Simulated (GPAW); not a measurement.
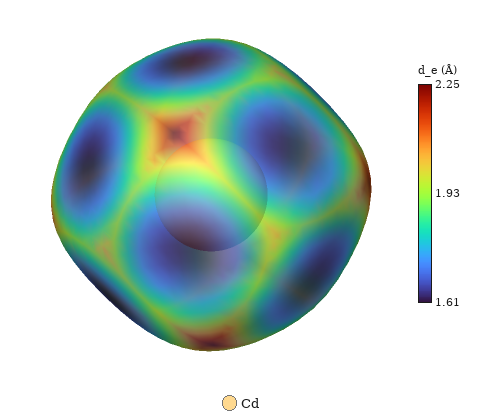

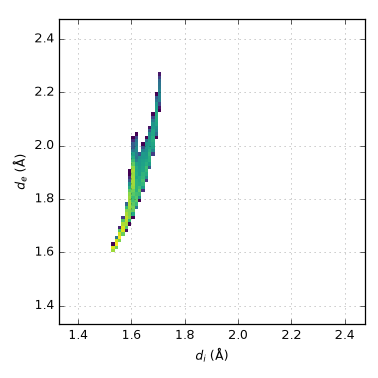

Hirshfeld surface computed for one Cd atom in Cd (Fm-3m), coloured by d_e. The second picture is its fingerprint plot, coloured by area on a logarithmic scale (dark little, yellow much).

The surface is where the fragment's share of the procrystal density (the sum of the densities of spherically averaged neutral Hartree-Fock atoms) equals one half. d_i and d_e are the distances from the surface to the nearest nucleus inside and outside. From Rb on the atoms have core potentials, so only their outer electrons count.

Origin of the cell: a cell listed in the Materials Project, as set up for an electronic-structure calculation.

Space group Fm-3m (No. 225). a = 4.436 Å, b = 4.436 Å, c = 4.436 Å, α = 90.00°, β = 90.00°, γ = 90.00°
```json
{"atom": "Cd", "site": "4a", "symmetry": "m-3m", "x": "0.0000", "y": "0.0000", "z": "0.0000"}
```

Q: What is the shortest distance from the fragment to an atom outside it?

A: Cd–Cd, 3.14 Å.

Q: How is the surface shared among contacts (nearest atom inside ··· nearest atom outside)?

A: Cd···Cd 100 %. The surface faces 12 neighbours with more than 2 % of its area each: 12 Cd.

Q: Give the size and shape of the surface.

A: It encloses about 17.2 Å³, has an area of about 33 Å² and a globularity of 0.99 (1 for a sphere).

Q: Where does the fingerprint reach closest to the origin?

A: The smallest d_i + d_e is about 3.1 Å, which belongs to the shortest contact, Cd···Cd at 3.14 Å; d_e runs from 1.61 to 2.25 Å.
